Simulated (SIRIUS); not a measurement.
# A series of single points on SnSe

System: SnSe (Fm-3m, 2 atoms in the cell).
Method: Kohn-Sham DFT of a periodic cell, PBEsol, dojo-sr-pbesol-0.4.1-standard, no spin polarisation (SIRIUS 7.10.0).

The 7 runs differ only in the geometry, by an even scaling of the cell at fixed fractional positions. The structure derives from an entry of the Crystallography Open Database.

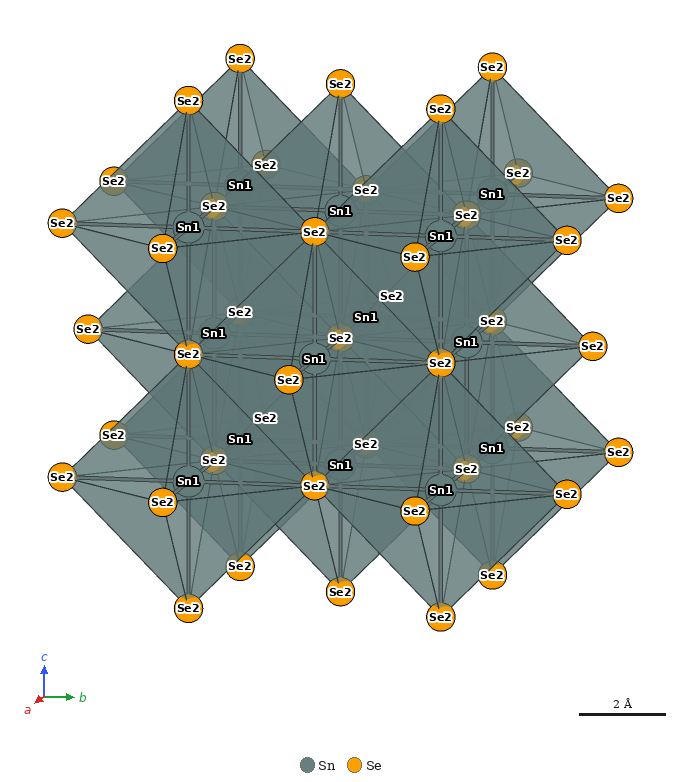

Figure 1. The structure of run 4 (polyhedral view of the cell 4 times as large as that of the calculation, set on its symmetry axes, seen slightly off an axis; polyhedra are completed across the faces of the cell; atoms are numbered from 1 in the order of the input). An atom can appear more than once, as a periodic image.

**Input of run 4**
```
{
  "control": {
    "processing_unit": "cpu",
    "verbosity": 2,
    "num_bands_to_print": 23,
    "print_forces": true,
    "print_stress": true
  },
  "parameters": {
    "electronic_structure_method": "pseudopotential",
    "xc_functionals": ["XC_GGA_X_PBE_SOL", "XC_GGA_C_PBE_SOL"],
    "gk_cutoff": 9.3,
    "pw_cutoff": 18.6,
    "ngridk": [8, 8, 8],
    "shiftk": [0, 0, 0],
    "smearing": "fermi_dirac",
    "smearing_width": 0.0018374661,
    "num_bands": 23,
    "num_mag_dims": 0,
    "num_dft_iter": 100,
    "energy_tol": 1e-08,
    "density_tol": 1e-06
  },
  "iterative_solver": {
    "type": "davidson",
    "min_tolerance": 1e-09,
    "tolerance_scale": [0.1, 0.25]
  },
  "mixer": {
    "type": "anderson",
    "beta": 0.7,
    "max_history": 8
  },
  "settings": {
    "tol_ne": 1e-10,
    "pseudo_grid_cutoff": 6.5
  },
  "unit_cell": {
    "lattice_vectors": [
      [0.0, 0.707106781187, 0.707106781187],
      [0.707106781187, 0.0, 0.707106781187],
      [0.707106781187, 0.707106781187, 0.0]
    ],
    "lattice_vectors_scale": 8.044153707,
    "atom_coordinate_units": "lattice",
    "atom_types": ["Sn", "Se"],
    "atom_files": {
      "Se": "Se.json",
      "Sn": "Sn.json"
    },
    "atoms": {
      "Sn": [
        [0.0, 0.0, 0.0]
      ],
      "Se": [
        [0.5, 0.5, 0.5]
      ]
    }
  }
}
```

Command:
```bash
upf_to_json Se.upf
upf_to_json Sn.upf
OMP_NUM_THREADS=1 sirius.scf --input=sirius.json --output=out.json --task=0
```

Lattice vectors (Å) and fractional positions of run 4:
```
   0.000000    3.010000    3.010000
   3.010000    0.000000    3.010000
   3.010000    3.010000    0.000000
Sn  0.000000  0.000000  0.000000
Se  0.500000  0.500000  0.500000
```

Run 5 has the same physical settings and fractional positions; its lattice vectors (Å) are:
```
   0.000000    3.029934    3.029934
   3.029934    0.000000    3.029934
   3.029934    3.029934    0.000000
```

**Results, with one run withheld**

| run | volume per atom (Å³) | free energy per atom, from the lowest run given (meV) | pressure (GPa) | gap on the mesh (eV) |
| --- | --- | --- | --- | --- |
| 1 | 25.635 | 2.91 | 1.49 | 0.77 |
| 2 | 26.180 | 0.00 | 0.23 | 0.75 |
| 3 | 26.725 | 1.16 | −0.90 | 0.72 |
| 4 | 27.271 | 5.97 | −1.91 | 0.64 |
| 5 | 27.816 | ? | ? | ? |
| 6 | 28.362 | 25.01 | −3.63 | 0.48 |
| 7 | 28.907 | 38.61 | −4.35 | 0.40 |

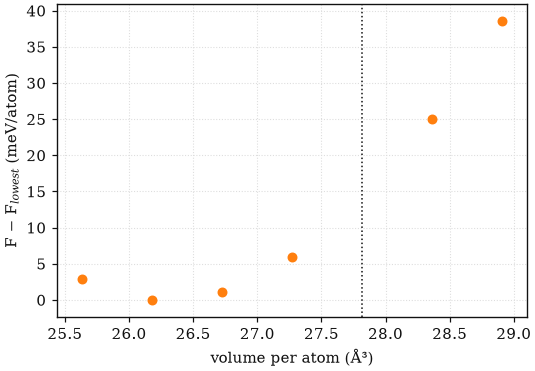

Figure 2. Free energy per atom of the runs given; the dotted line marks run 5.

Fit the runs given and predict run 5.

A cubic polynomial in V^(−2/3) (the Birch–Murnaghan form), fitted to the 6 runs given, misses them by at most 0.01 meV per atom. With x = V^(−2/3) − 0.11073 Å⁻², it reads F = 4.495 − 3839.1 x + 8.0346e+05 x² + 1.1687e+06 x³ (meV per atom). At run 5 it gives 14.02 meV per atom, and the run itself gives 14.03. The slope of the fit gives a pressure −dF/dV of −2.81 GPa there, and the run prints −2.82 GPa. The fit has its minimum at 26.289 Å³ per atom, where V d²F/dV² gives 56.3 GPa: the bulk modulus at this level, since symmetry fixes the shape and the positions. The gap on the mesh goes, without turning, from 0.77 eV in run 1 to 0.40 eV in run 7; run 5 has 0.56 eV. These are gaps of this functional on this mesh, which can miss the band edges; they aren't the measured gap.

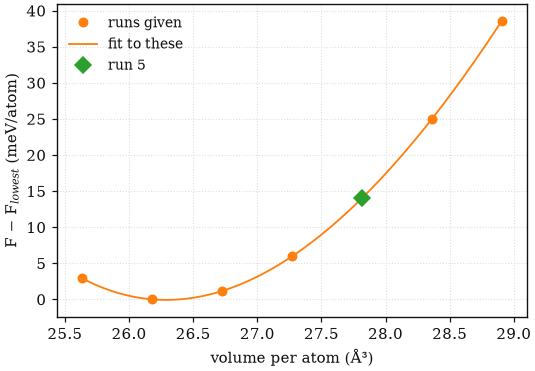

Figure 3. The fit and the withheld run.

**Some lines of the output (run 5)**
```
[...]
[find] Free energy (E-TS)             :    -199.77115887 (Ha),    -399.54231773 (Ry)
[find] band gap (eV)                  :       0.55893970
[find] Efermi                         :       0.33931643
[find] Total energy                   :    -199.77115682 (Ha),    -399.54231364 (Ry)
[find] Free energy (E-TS)             :    -199.77115888 (Ha),    -399.54231775 (Ry)
[find] band gap (eV)                  :       0.55908686
[find] Efermi                         :       0.33932065
[find] Free energy (E-TS)             :    -199.77115888 (Ha),    -399.54231776 (Ry)
[find] band gap (eV)                  :       0.55910305
[find] Efermi                         :       0.33932198
[find] band gap (eV)                  :       0.55909718
[find] Efermi                         :       0.33932160
[find] band gap (eV)                  :       0.55909928
[find] Efermi                         :       0.33932167
```
